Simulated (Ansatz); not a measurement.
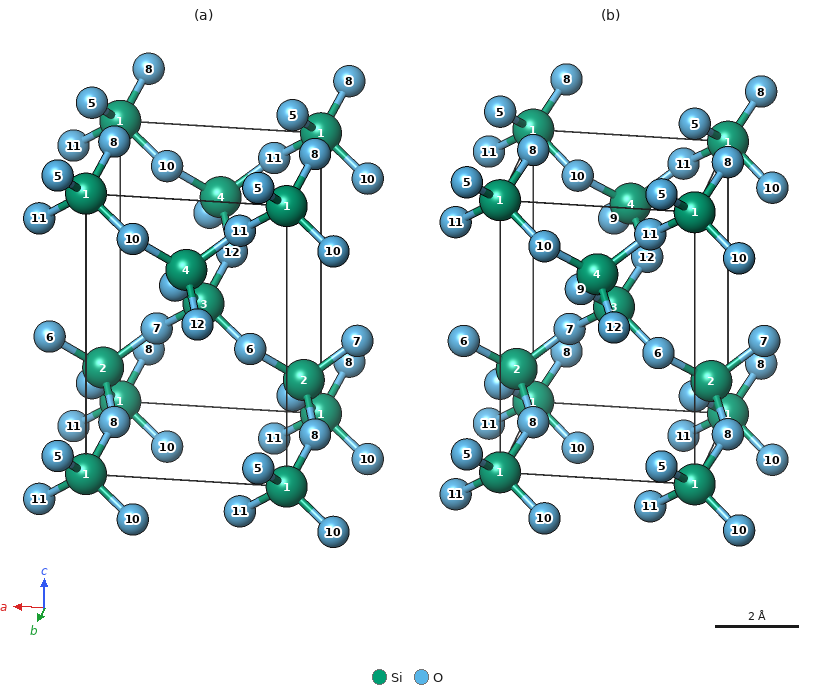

Left: crystalline SiO2 (set up in I-42d). Right: the same structure after one change, at the same scale. Style: ball-and-stick. Shown: the cell of the calculation, from a free direction.

These are results of Ansatz 0.2.0, DFT LDA, scalar-relativistic, plane waves, PAW, not measurements. (plane-wave cutoff 420 eV; k-point mesh 6 × 6 × 4; occupations gaussian; smearing width 0.02 eV; no spin polarisation)

Q: What distinguishes the right structure from the left one?

A: Equal strain along all axes, −3.0 %, is applied. The cell is then held and the atoms relaxed.

Q: And its effect?

A: The drawn cell changes as follows: a = b 4.929 → 4.781 Å (−3.0 %), c 7.289 → 7.070 Å (−3.0 %); the volume changes by −8.7 %. The largest moves relative to the cell, 0.14 Å, are those of 8 atoms (O5, O6, O7, O8 and others). O9 goes along +a. Si stays in place. The space group stays I-42d (No. 122). Energy change: +9.0 meV per atom. Pressure: 0.0 GPa before, 2.4 GPa after. The principal stresses (compression positive) are 3.4 GPa along c and 1.9 GPa across it. The gap on the k-mesh goes from 5.76 to 6.11 eV.
